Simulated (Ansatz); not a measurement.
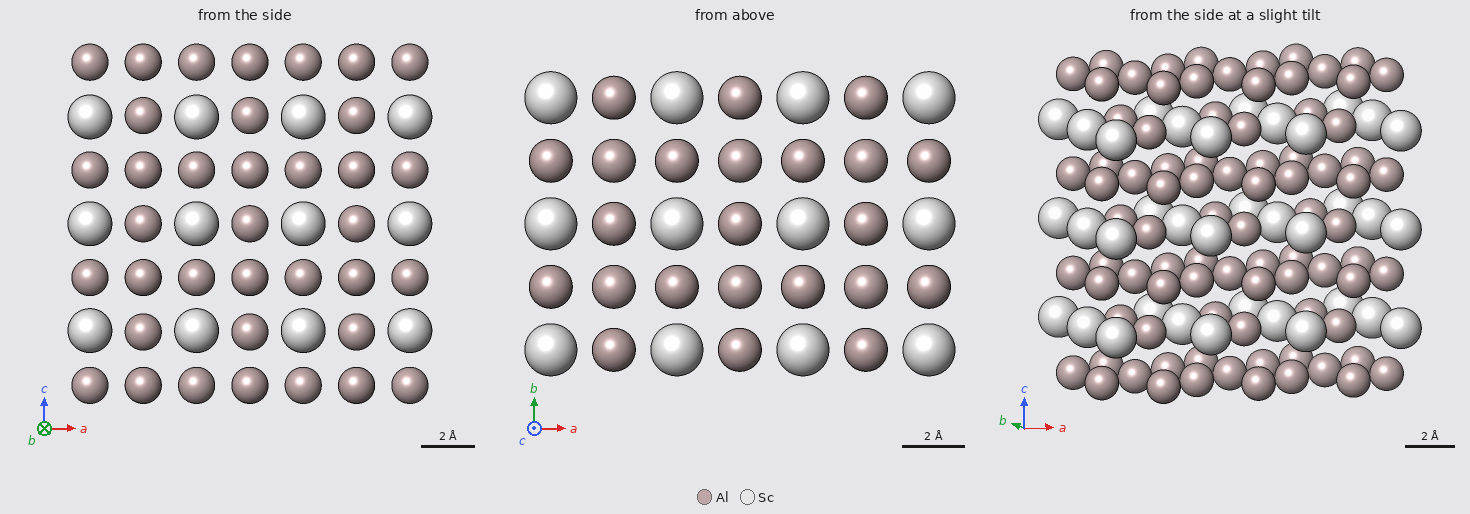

A spheres-only picture of a periodic slab, seen from the side, from above and from the side at a slight tilt. The surface normal points up in side views; the vacuum is left out. 3×2 cells are drawn in the plane, with atoms at the edges repeated.

The cell holds 3 Sc, 11 Al. The slab was cut from bulk ScAl3 (Pm-3m).

Question: Which elements lie outermost on each side?

Answer: The top face ends in Al, the bottom face in Al. The two faces are alike.

Question: What is the slab's thickness, atom centre to atom centre?

Answer: About 12 Å from the lowest to the highest atom.

Question: Go down through the slab and list the planes.

Answer: Seven planes: Al / ScAl / Al / ScAl / Al / ScAl / Al.

Question: Along which plane was the crystal cut?

Answer: (1 0 0).

The cell started as a structure listed in the Materials Project, from which a slab was cut. The atoms were relaxed in a fixed cell with DFT r2SCAN, scalar-relativistic, plane waves, PAW in Ansatz 0.2.0.
